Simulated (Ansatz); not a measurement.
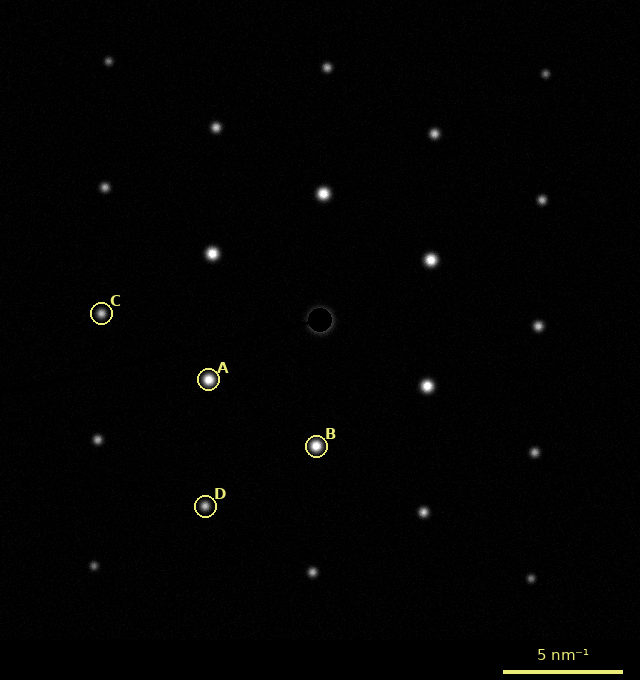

Computed electron diffraction pattern, 80 kV, single scattering only, B = 0.8 Å². The zone axis points towards the electron source and the pattern is seen from the source side.

La, space group Fm-3m (No. 225), a = 5.31 Å. Structure: the input geometry of an electronic-structure calculation (not necessarily at equilibrium); the starting structure was generated, so it need not be a known form of this composition.

```cif
data_structure
_symmetry_space_group_name_H-M 'Fm-3m'
_symmetry_Int_Tables_number 225
_cell_length_a 5.3123
_cell_length_b 5.3123
_cell_length_c 5.3123
_cell_angle_alpha 90.000
_cell_angle_beta 90.000
_cell_angle_gamma 90.000
_cell_volume 149.92
loop_
_atom_site_label
_atom_site_type_symbol
_atom_site_symmetry_multiplicity
_atom_site_Wyckoff_symbol
_atom_site_fract_x
_atom_site_fract_y
_atom_site_fract_z
_atom_site_occupancy
La1 La 4 a 0.00000 0.00000 0.00000 1
```

Spot A is indexed -2 0 2 and spot B 0 -2 2.

Give hkl for C, D.

Answer. C = 2A − B = -4 2 2 (d = 1.084 Å). D = A + B = -2 -2 4 (d = 1.084 Å).

Which zone axis is this?

Answer. The cross product of A and B is parallel to [111]; every spot obeys hu + kv + lw = 0.

What are the spacings of A and B and the angle between them?

Answer. d(A) = 1.878 Å, d(B) = 1.878 Å, and the angle is 60.0°.
